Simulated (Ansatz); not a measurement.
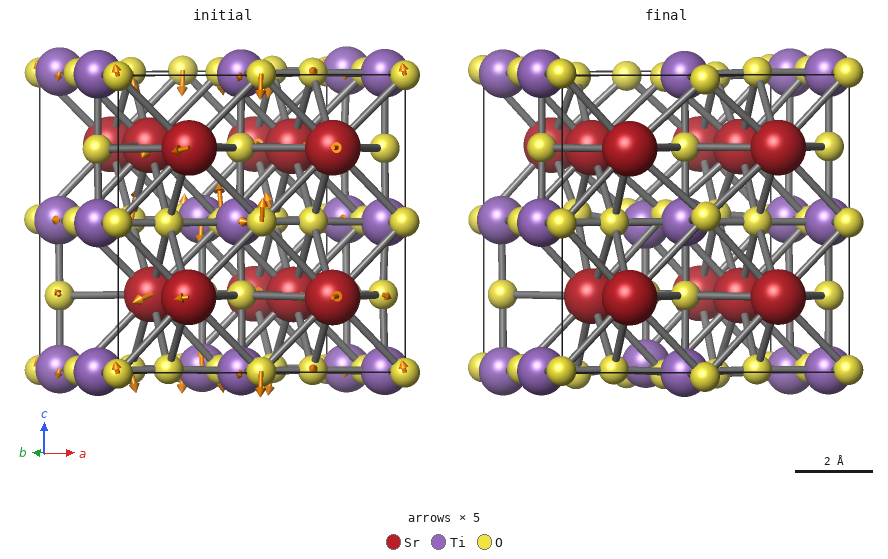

The structure of a defect cell of composition Sr8Ti8O23 (cell charge +2) before (left) and after (right) a relaxation, at one scale. The orange arrows give the displacements, 5 times their true length.

A ball-and-stick model of the cell of the calculation (origin shifted), seen from a free direction.

Theory: Ansatz 0.2.0, DFT, PBEsol, PAW, plane waves.

Input file:
```yaml
crystal:
  lattice:
    - [7.782821, 0.000000, 0.000000]
    - [0.000000, 7.782821, 0.000000]
    - [0.000000, 0.000000, 7.782821]
  atoms:
    - { symbol: Sr, position: [0.005065, 0.994497, 0.003430] }
    - { symbol: Sr, position: [0.999670, 0.000851, 0.505077] }
    - { symbol: Sr, position: [0.999534, 0.502556, 0.999868] }
    - { symbol: Sr, position: [0.000647, 0.498134, 0.502042] }
    - { symbol: Sr, position: [0.501194, 0.002214, 0.001590] }
    - { symbol: Sr, position: [0.496697, 0.000469, 0.500193] }
    - { symbol: Sr, position: [0.499796, 0.497631, 0.997608] }
    - { symbol: Sr, position: [0.501137, 0.497437, 0.501298] }
    - { symbol: Ti, position: [0.250385, 0.253296, 0.251879] }
    - { symbol: Ti, position: [0.250743, 0.249923, 0.753166] }
    - { symbol: Ti, position: [0.245311, 0.751365, 0.250186] }
    - { symbol: Ti, position: [0.250424, 0.748410, 0.748018] }
    - { symbol: Ti, position: [0.751428, 0.252747, 0.250560] }
    - { symbol: Ti, position: [0.753783, 0.247346, 0.750165] }
    - { symbol: Ti, position: [0.752521, 0.747801, 0.247289] }
    - { symbol: Ti, position: [0.749772, 0.744645, 0.747628] }
    - { symbol: O, position: [0.251680, 0.246796, 0.002198] }
    - { symbol: O, position: [0.252567, 0.748512, 0.003522] }
    - { symbol: O, position: [0.248117, 0.749696, 0.499472] }
    - { symbol: O, position: [0.753763, 0.247851, 0.997207] }
    - { symbol: O, position: [0.744331, 0.250106, 0.503494] }
    - { symbol: O, position: [0.744370, 0.749894, 0.003738] }
    - { symbol: O, position: [0.750887, 0.751921, 0.495852] }
    - { symbol: O, position: [0.002308, 0.244360, 0.250706] }
    - { symbol: O, position: [0.003972, 0.253209, 0.748526] }
    - { symbol: O, position: [0.997218, 0.750732, 0.247504] }
    - { symbol: O, position: [0.997450, 0.752100, 0.755268] }
    - { symbol: O, position: [0.501882, 0.252312, 0.249073] }
    - { symbol: O, position: [0.496787, 0.253110, 0.750967] }
    - { symbol: O, position: [0.500762, 0.751086, 0.251023] }
    - { symbol: O, position: [0.501082, 0.755967, 0.750356] }
    - { symbol: O, position: [0.252671, 0.996525, 0.246194] }
    - { symbol: O, position: [0.247179, 0.003688, 0.750057] }
    - { symbol: O, position: [0.253677, 0.499135, 0.253671] }
    - { symbol: O, position: [0.251382, 0.498696, 0.748886] }
    - { symbol: O, position: [0.748622, 0.000387, 0.249450] }
    - { symbol: O, position: [0.751458, 0.000158, 0.748375] }
    - { symbol: O, position: [0.750783, 0.499095, 0.250668] }
    - { symbol: O, position: [0.753067, 0.500351, 0.744230] }
  symmetry: { detect: false }
kpoints:
  mp_grid: { grid: [1, 1, 1], shift: [0.25, 0.25, 0.25] }
hamiltonian:
  xc: pbesol
total_charge: 2
scf:
  occupations: { method: fermi_dirac, width: 0.01 }
relax:
  f_tol: 0.03
  max_steps: 80
  escape_saddle: false
  adjacent_minimum: "off"
output:
  forces: true
  eigenvalues: true
  populations: true
  charged_corrections: { epsilon: 300 }
```

Run as
```bash
ansatz run in.yaml --threads 32 --pin off --max-ram 171000MiB --runs-dir r --events-out ev --progress --plain --backend cuda --devices 0,
```

> What changed between the two?

After 10 geometry steps the energy has fallen by 2.162 eV per cell of the calculation. Largest force component: 4.8 eV/Å at the start, 0.028 eV/Å at the end. The largest move is that of O32, 0.23 Å along [0 1 2]. By element the largest moves are O 0.23 Å, Ti 0.15 Å, Sr 0.13 Å. The cell doesn't change. Some distances before and after: Sr1–O32 2.699 → 2.964 Å, Sr1–O24 2.736 → 2.968 Å, Sr8–Ti9 3.345 → 3.545 Å, Sr5–O32 2.714 → 2.912 Å. Among the angles between lasting bonds that change: O24–Ti9–O28 177.5° → 162.9°, O25–Ti10–O29 177.8° → 163.7°, O17–Ti9–O32 87.2° → 99.8°.

Limits of the set-up: the periodic images lie only 7.8 Å apart, so the values are limited by the cell's size; the cell is charged, on a uniform background, and energies carry no finite-size correction.
